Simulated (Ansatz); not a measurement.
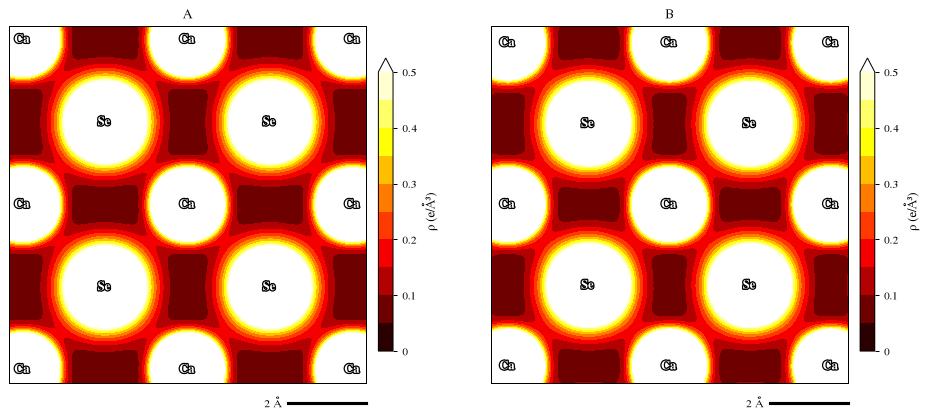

CaSe. The valence charge density (pseudo) of two cells that differ in size, on the (101) plane of each (indices in the axes of the calculation cell), at one length scale and on one colour scale: A has 26.4 Å³ an atom and B 24.8.

Space group Fm-3m; a structure generated by program, which may or may not match a known phase.

Computed with DFT PBE, scalar-relativistic, plane waves, PAW (Ansatz).

In a PAW calculation such maps are meaningful between the atoms, not at the nuclei.

The larger cell:

```
Ca Se
1.0
     0.00000    2.97869    2.97869
     2.97869    0.00000    2.97869
     2.97869    2.97869    0.00000
Ca Se
1 1
Direct
  0.50000 0.50000 0.50000
  0.00000 0.00000 0.00000
```

The smaller cell: a = 4.127 Å, b = 4.127 Å, c = 4.127 Å, α = 60.00°, β = 60.00°, γ = 60.00°.

**What changes from the larger cell to the smaller?**

From the larger cell to the smaller, Ca–Se goes from 2.98 to 2.92 Å, and the density at its midpoint from 0.18 to 0.2 e/Å³; the pressure goes from 0.0 to 3.4 GPa; the Kohn–Sham gap goes from 2.1 eV to 1.9 eV.
